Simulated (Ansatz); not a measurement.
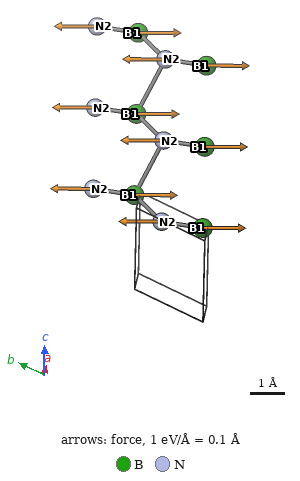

Starting geometry of solid BN (set up in P1) with the computed forces as orange arrows. A ball-and-stick model of the cell of the calculation, reduced to other axes, repeated 1 × 2 × 3 with one cell outlined, seen from a free direction. Lengths and directions refer to the drawn axes.

Case: all atoms moved at random, sigma 0.25 Å for each component; relaxed back.

These are results of DFT r2SCAN, scalar-relativistic, plane waves, PAW (Ansatz 0.2.0), not measurements. (plane-wave cutoff 500 eV; k-point mesh 10 × 10 × 10; occupations gaussian; smearing width 0.05 eV; no spin polarisation; atoms relaxed in a fixed cell; force threshold 0.01 eV/Å; at most 80 steps)

What follows when this structure is relaxed?

Answer. It isn't relaxed: the largest force vector, on B atoms, is 12.93 eV/Å. The atoms end up moving mostly along the starting forces (cosine between the two patterns 0.85). The energy falls by 1091 meV per atom in 3 accepted moves (5 points after the start). Largest force component: 7.9 eV/Å at the start, 0.00027 eV/Å at the end. 2 steps only repeated the SCF at the same geometry. The largest moves, 0.20 Å, are those of B1 and N2. B1 goes roughly along [2 −3 2]. By element the largest moves are B 0.20 Å, N 0.20 Å. The cell stays as it was. Near-neighbour distances that change, for instance: B1–N2 1.247 → 1.563 Å, B1–N2 (another image) 1.843 → 1.563 Å, B1–N2 (another image) 1.775 → 1.563 Å, B1–N2 (another image) 1.523 → 1.563 Å. Among the angles between lasting bonds that change: N2–B1–N2 134.1° → 109.5°, B1–N2–B1 134.1° → 109.5°, B1–N2–B1 89.7° → 109.5°. The space group (tolerance 0.01 Å) goes from P1 (No. 1) to F-43m (No. 216).
